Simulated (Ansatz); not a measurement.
## Geometry relaxation, with input and output: Ta$_{12}$C (part 1 of 2)

System: Ta$_{12}$C (slab, 13 atoms in the cell).
Method: DFT, PBE, plane waves, PAW (Ansatz 0.2.0).

The structure derives from an entry of the Crystallography Open Database. The run did not end well. The input holds or restrains some coordinates.

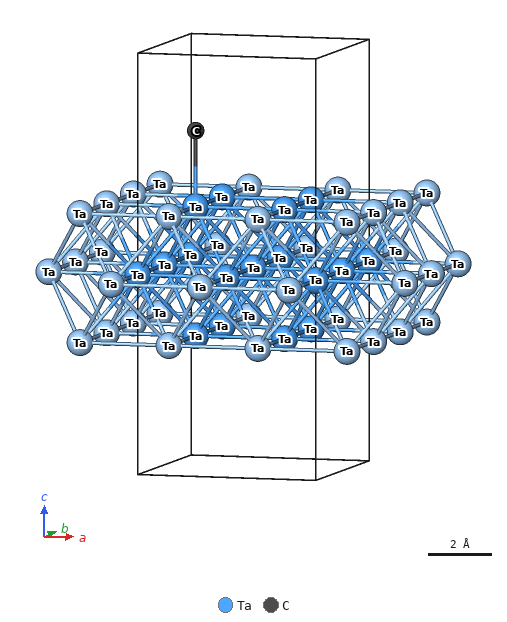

Fig. 1: The input geometry (ball-and-stick view of the cell of the calculation, with the vacuum cut short, seen slightly off an axis; neighbours outside the cell are drawn fainter).

**Outcome**

| quantity | value |
| --- | --- |
| outcome | stopped at the time limit |
| hardware | 4 threads of Intel Xeon @ 2.50GHz (Skylake/Cascade Lake), 64 GiB of memory available, shared host |
| wall time | 4.7 min (CPU time 18 min) |
| peak memory | 6.8 GiB |

**Diagnosis**

Settings chosen away from the usual ones: hamiltonian.pseudopotentials set to {"kind": "paw", "source": "ansatz"}; basis.ecutwfc removed. The run was cut off by its time limit, so the output is incomplete. Notes on the run: the density in the vacuum is higher than it should be, so vacuum levels may be off.

**Input file**
```yaml
crystal:
  lattice:
    - [5.9723607044, 0.0, 0.0]
    - [0.0, 5.9723607044, 0.0]
    - [0.0, 0.0, 19.6753827862]
  atoms:
    - { symbol: Ta, position: [0.25, 0.25, 0.2032997296] }
    - { symbol: Ta, position: [0.25, 0.75, 0.2032997296] }
    - { symbol: Ta, position: [0.75, 0.25, 0.2032997296] }
    - { symbol: Ta, position: [0.75, 0.75, 0.2032997296] }
    - { symbol: Ta, position: [0.0, 0.0, 0.3094166865] }
    - { symbol: Ta, position: [0.0, 0.5, 0.3094166865] }
    - { symbol: Ta, position: [0.5, 0.0, 0.3094166865] }
    - { symbol: Ta, position: [0.5, 0.5, 0.3094166865] }
    - { symbol: Ta, position: [0.25, 0.25, 0.4155132774] }
    - { symbol: Ta, position: [0.25, 0.75, 0.4155132774] }
    - { symbol: Ta, position: [0.75, 0.25, 0.4155132774] }
    - { symbol: Ta, position: [0.75, 0.75, 0.4155132774] }
    - { symbol: C, position: [0.25, 0.25, 0.5405426111] }
kpoints:
  mp_grid: { grid: [5, 5, 1] }
hamiltonian:
  xc: pbe
  pseudopotentials: { kind: paw, source: ansatz }
scf:
  occupations: { method: gaussian, width: 0.1 }
output:
  forces: true
  eigenvalues: true
relax:
  adjacent_minimum: "off"
  f_tol: 0.025
  max_steps: 16
  constraints:
    - { sites: [0, 1, 2, 3, 4, 5, 6, 7, 8, 9, 10, 11] }
    - { sites: [12], fix: xy }
efield:
  axis: 3
  dipole_correction: true
  ramp_width: 0.04
```

Launch command:
```bash
ansatz run input.yaml --threads 4 --pin off --max-ram 12288MiB --backend cpu --events-out ev --progress --plain --runs-dir out
```

**Output**
```
Engine: ansatz 0.2.0, x86_64-unknown-linux-gnu
Pseudopotentials: kind: paw
Pseudopotential: Ta, paw, valence charge 27, recommended cutoff 520 eV (normal), Ta.paw.azcp
Pseudopotential: C, paw, valence charge 4, recommended cutoff 820 eV (normal), C.paw.azcp
Functional definition: PBE
  parameter kappa = 0.804
  parameter beta = 0.06672455060314922
  exchange = pbe_x(kappa = kappa, mu = beta*pi^2/3)
  correlation = pbe_c(beta = beta)
Crystal: 13 atoms, lattice volume = 701.803 Å³
Basis set: ecut = 820 eV, 37395 PW (Γ), exchange–correlation on 120×120×384 points (8 copies of the dense FFT grid, shifted against one another)
Bands: 197, of which v1, the nominal top of the filled ones, is band 164 counted from 1 (163 counted from 0)
Symmetry: 8 space group operations
Space group: P4mm (ITA 99), of the structure as read, at distance tolerance 8.9e-5 Å
k-points: 6 of 25
Non-local potential: Ta, projectors of the file, l = 0: 3, l = 1: 3, l = 2: 2, l = 3: 3
Non-local potential: C, projectors of the file, l = 0: 2, l = 1: 2
PAW form: soft (Blöchl's): semilocal exchange-correlation on the pseudo side does not see the compensation charge
PAW one-centre angular grid: Ta, 590 points (default); XC on 96 Gauss nodes
PAW one-centre angular grid: C, 110 points (default); XC on 64 Gauss nodes
Initial density: superposition of atomic densities (neutral atoms: chi_scale 0, normalization atom)
Initial wavefunctions: pseudopotential atomic-orbital guess
Functional: x = pbe(κ = 0.804, μ = 0.2195149727645171), c = pbe(β = 0.06672455060314922)
SCF iter   1: F=—  HF=-201620.043070 eV  |F-HF|=—  |Δ(HF+E_count)|=         —  Δρ=4.14e-2  dr2=8.34e1  ethr=3.10e-3  p=-0.000 e·Å  D=-5.04e-9 V/Å  ΔV_dip=0.00 eV  dr2_dipole=4.83e0  V_vac-E_F(+/−)=6.62/6.62 eV  ⟨swp⟩=7.3  Hψ=4147  notcnv=0  defer=4
efield: sawtooth ramp at fractional position 0.8519 (placed from the atoms, in the widest stretch of the axis that holds none; the zero of the levels goes with the place), width 0.0400; the density the first Hamiltonian is built on has a dipole p = -0.000 e·Å; the dipole correction subtracts the counter field D = -5.04e-9 V/Å, which shifts the + side's vacuum level by +0.00 eV against the − side's; the planar-averaged density in the ramp window peaks in size at 5.2e-6 e/Å³
preconditioner: auto → LDOS  [metal: Δε(μ)=0.050 eV  Ē_g=21.206 eV  σ=0.100 eV  W_gap=0.26  n_scr=162 (ndim 8)  ℏωp=24.4 eV  f_vac=0.573  D(μ)=19.59/eV (n_scr^D=130)  β→1.0]
SCF iter   2: F=—  HF=-201611.734333 eV  |F-HF|=—  |Δ(HF+E_count)|=    8.31e0  Δρ=2.37e-2  dr2=8.71e0  ethr=3.10e-3  p=-0.344 e·Å  D=-8.88e-2 V/Å  ΔV_dip=1.75 eV  dr2_dipole=6.73e-1  V_vac-E_F(+/−)=5.94/4.19 eV  ⟨swp⟩=4.3  Hψ=2430  notcnv=1  defer=130
SCF iter   3: F=—  HF=-201611.383372 eV  |F-HF|=—  |Δ(HF+E_count)|=   3.51e-1  Δρ=6.40e-3  dr2=6.70e-1  ethr=2.65e-3  p=-0.224 e·Å  D=-5.77e-2 V/Å  ΔV_dip=1.14 eV  dr2_dipole=6.74e-2  V_vac-E_F(+/−)=5.86/4.72 eV  ⟨swp⟩=3.5  Hψ=2299  notcnv=0  defer=133
SCF iter   4: F=—  HF=-201611.241015 eV  |F-HF|=—  |Δ(HF+E_count)|=   1.42e-1  Δρ=3.01e-3  dr2=6.25e-2  ethr=2.04e-4  p=-0.220 e·Å  D=-5.68e-2 V/Å  ΔV_dip=1.12 eV  dr2_dipole=4.83e-3  V_vac-E_F(+/−)=5.77/4.65 eV  ⟨swp⟩=2.3  Hψ=2154  notcnv=0  defer=133
SCF iter   5: F=—  HF=-201611.214612 eV  |F-HF|=—  |Δ(HF+E_count)|=   2.64e-2  Δρ=8.69e-4  dr2=7.49e-3  ethr=1.91e-5  p=-0.221 e·Å  D=-5.71e-2 V/Å  ΔV_dip=1.12 eV  dr2_dipole=6.41e-4  V_vac-E_F(+/−)=5.73/4.61 eV  ⟨swp⟩=2.8  Hψ=2064  notcnv=0  defer=133
SCF iter   6: F=—  HF=-201611.213924 eV  |F-HF|=—  |Δ(HF+E_count)|=   6.88e-4  Δρ=3.47e-4  dr2=1.07e-3  ethr=2.28e-6  p=-0.219 e·Å  D=-5.65e-2 V/Å  ΔV_dip=1.11 eV  dr2_dipole=5.80e-6  V_vac-E_F(+/−)=5.72/4.61 eV  ⟨swp⟩=2.0  Hψ=1885  notcnv=0  defer=133
SCF iter   7: F=—  HF=-201611.214004 eV  |F-HF|=—  |Δ(HF+E_count)|=   7.98e-5  Δρ=1.28e-4  dr2=3.10e-4  ethr=3.26e-7  p=-0.218 e·Å  D=-5.61e-2 V/Å  ΔV_dip=1.10 eV  dr2_dipole=1.70e-5  V_vac-E_F(+/−)=5.71/4.60 eV  ⟨swp⟩=2.0  Hψ=1958  notcnv=0  defer=133
SCF iter   8: F=—  HF=-201611.214015 eV  |F-HF|=—  |Δ(HF+E_count)|=   1.10e-5  Δρ=5.34e-5  dr2=3.15e-5  ethr=9.44e-8  p=-0.217 e·Å  D=-5.59e-2 V/Å  ΔV_dip=1.10 eV  dr2_dipole=1.33e-8  V_vac-E_F(+/−)=5.70/4.60 eV  ⟨swp⟩=2.0  Hψ=1750  notcnv=0  defer=133
SCF iter   9: F=-201611.214006 eV  HF=-201611.214008 eV  |F-HF|=2.60e-6  |Δ(HF+E_count)|=   6.83e-6  Δρ=1.53e-5  dr2=3.02e-6  ethr=4.76e-9  p=-0.217 e·Å  D=-5.59e-2 V/Å  ΔV_dip=1.10 eV  dr2_dipole=2.41e-8  V_vac-E_F(+/−)=5.70/4.60 eV  ⟨swp⟩=14.8  Hψ=6999  notcnv=0
WARN: efield: at this solve's end the planar-averaged density reaches 1.58e-5 e/Å³ inside the ramp window [0.8011, 0.9427] (bound 1e-5 e/Å³); the window's nearer edge stands 5.13 Å from this solve's nearest atom along the axis. Its work functions, free energy, forces, stress, dipole, levels and responses can be off, and this figure does not tell by how much. A short vacuum, a low `basis.ecutwfc` or `basis.ecutrho_ratio` and negative occupations (`scf.occupations.method`) can put density there. See the manual's quickstart, § The vacuum guard
SCF 1 converged in 9 iterations: F = -201611.214006 eV  dr2 = 3.02e-6
  greatest PAW one-centre occupation: 0.997 electrons in one spin orbital (limit 2), on the Ta atom at site 10 (counted from 0), in its partial waves of l = 3
relax step   1: F+E_penalty+E_count = -201611.21400577 eV  Δ(F+E_penalty+E_count) = +0.000e0 eV  max|allowed force component| = 3.629e0 eV/Å  Δτ_max = 0.0000 Å  (9 SCF iters, dr2 threshold 1.56e-5 eV, accepted)
Initial density: handed on by an earlier stage of this run
Initial wavefunctions: those handed on with the density
iter 1 solved again at ethr=1.24e-3 eV; its pass at ethr=3.10e-3 eV (dr2=4.07e0 eV) is discarded
SCF iter   1: F=—  HF=-201612.097887 eV  |F-HF|=—  |Δ(HF+E_count)|=         —  Δρ=1.18e-2  dr2=4.10e0  ethr=1.24e-3  p=-0.217 e·Å  D=-5.59e-2 V/Å  ΔV_dip=1.10 eV  dr2_dipole=1.12e0  V_vac-E_F(+/−)=5.75/4.65 eV  ⟨swp⟩=1.0  Hψ=3177  notcnv=0  defer=111
efield: sawtooth ramp at fractional position 0.8519 (handed on by an earlier solve), width 0.0400; the density the first Hamiltonian is built on has a dipole p = -0.217 e·Å; the dipole correction subtracts the counter field D = -5.59e-2 V/Å, which shifts the + side's vacuum level by +1.10 eV against the − side's; the planar-averaged density in the ramp window peaks in size at 1.6e-5 e/Å³
preconditioner: auto → LDOS  [metal: Δε(μ)=0.008 eV  Ē_g=21.504 eV  σ=0.100 eV  W_gap=0.05  n_scr=162 (ndim 8)  ℏωp=24.4 eV  f_vac=0.578  D(μ)=16.90/eV (n_scr^D=92)  β→1.0]
SCF iter   2: F=—  HF=-201611.928783 eV  |F-HF|=—  |Δ(HF+E_count)|=   1.69e-1  Δρ=3.01e-3  dr2=3.51e-1  ethr=1.24e-3  p=-0.252 e·Å  D=-6.50e-2 V/Å  ΔV_dip=1.28 eV  dr2_dipole=1.56e-1  V_vac-E_F(+/−)=5.84/4.56 eV  ⟨swp⟩=2.0  Hψ=1193  notcnv=0  defer=111
SCF iter   3: F=—  HF=-201611.921504 eV  |F-HF|=—  |Δ(HF+E_count)|=   7.28e-3  Δρ=1.22e-3  dr2=4.23e-2  ethr=1.07e-4  p=-0.225 e·Å  D=-5.79e-2 V/Å  ΔV_dip=1.14 eV  dr2_dipole=1.04e-2  V_vac-E_F(+/−)=5.76/4.62 eV  ⟨swp⟩=2.2  Hψ=1500  notcnv=0  defer=114
SCF iter   4: F=—  HF=-201611.920014 eV  |F-HF|=—  |Δ(HF+E_count)|=   1.49e-3  Δρ=2.43e-4  dr2=9.62e-4  ethr=1.29e-5  p=-0.222 e·Å  D=-5.74e-2 V/Å  ΔV_dip=1.13 eV  dr2_dipole=2.37e-4  V_vac-E_F(+/−)=5.73/4.61 eV  ⟨swp⟩=2.0  Hψ=1700  notcnv=0  defer=118
SCF iter   5: F=—  HF=-201611.919929 eV  |F-HF|=—  |Δ(HF+E_count)|=   8.45e-5  Δρ=1.11e-4  dr2=3.17e-4  ethr=2.93e-7  p=-0.219 e·Å  D=-5.66e-2 V/Å  ΔV_dip=1.11 eV  dr2_dipole=8.80e-5  V_vac-E_F(+/−)=5.72/4.61 eV  ⟨swp⟩=3.0  Hψ=2046  notcnv=0  defer=118
SCF iter   6: F=-201611.919857 eV  HF=-201611.919895 eV  |F-HF|=3.89e-5  |Δ(HF+E_count)|=   3.36e-5  Δρ=3.67e-5  dr2=3.21e-5  ethr=3.05e-8  p=-0.218 e·Å  D=-5.61e-2 V/Å  ΔV_dip=1.10 eV  dr2_dipole=9.96e-6  V_vac-E_F(+/−)=5.71/4.61 eV  ⟨swp⟩=12.5  Hψ=6476  notcnv=0
WARN: efield: at this solve's end the planar-averaged density reaches 1.58e-5 e/Å³ inside the ramp window [0.8011, 0.9427] (bound 1e-5 e/Å³); the window's nearer edge stands 5.13 Å from this solve's nearest atom along the axis. Its work functions, free energy, forces, stress, dipole, levels and responses can be off, and this figure does not tell by how much. A short vacuum, a low `basis.ecutwfc` or `basis.ecutrho_ratio` and negative occupations (`scf.occupations.method`) can put density there. See the manual's quickstart, § The vacuum guard
SCF 2 converged in 6 iterations: F = -201611.919857 eV  dr2 = 3.21e-5
relax step   2: F+E_penalty+E_count = -201611.91985656 eV  Δ(F+E_penalty+E_count) = -7.059e-1 eV  max|allowed force component| = 3.532e0 eV/Å  Δτ_max = 0.1950 Å  (6 SCF iters, dr2 threshold 1.00e-4 eV, accepted)
iter 1 solved again at ethr=1.09e-3 eV; its pass at ethr=3.10e-3 eV (dr2=3.59e0 eV) is discarded
```
